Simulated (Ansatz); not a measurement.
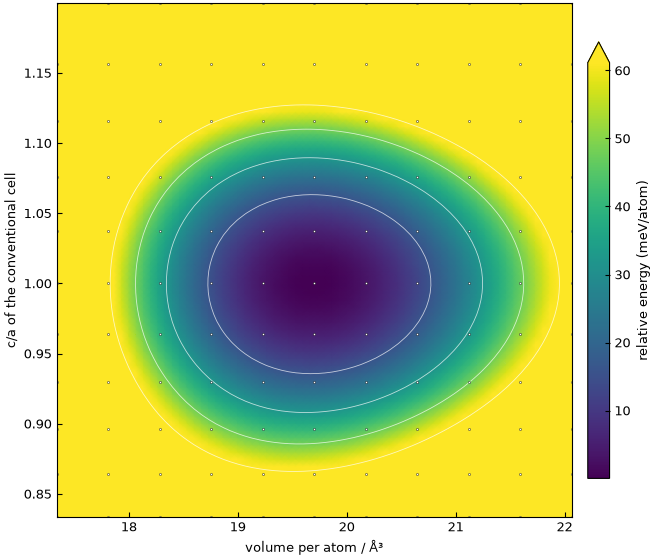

Si (Fd-3m, No. 227; 2 atoms in the cell). The energy is mapped over volume and the cell's shape. First axis: volume per atom. Second axis: c/a of the conventional cell. Nothing is relaxed (symmetry fixes all fractional coordinates). The scan uses an 11 × 11 grid. Points are written as (first, second). All energies are given in meV/atom relative to the lowest grid point. The band gap closes in part of the range. The calculation used Ansatz, DFT LDA, scalar-relativistic, plane waves, PAW. Settings: cutoff 420 eV, k-mesh 12×12×12, gaussian smearing 0.05 eV, no spin polarisation.

The picture shows a smooth colour map with a few white contour lines, dots at the grid points, one colour for all values above the top of the scale. Between grid points the surface is interpolated.

Where is the minimum, and how stiff is the well along each coordinate?

Answer. The interpolated minimum is at volume per atom ≈ 19.70 Å³, c/a of the conventional cell ≈ 1.000. The curvatures there are about 0.061 eV/(Å³)² and 16 eV, with a cross term of about 0 eV/Å³ (per cell of 2 atoms). Round the minimum the two coordinates are nearly uncoupled.

PAW datasets: the set soft_1.
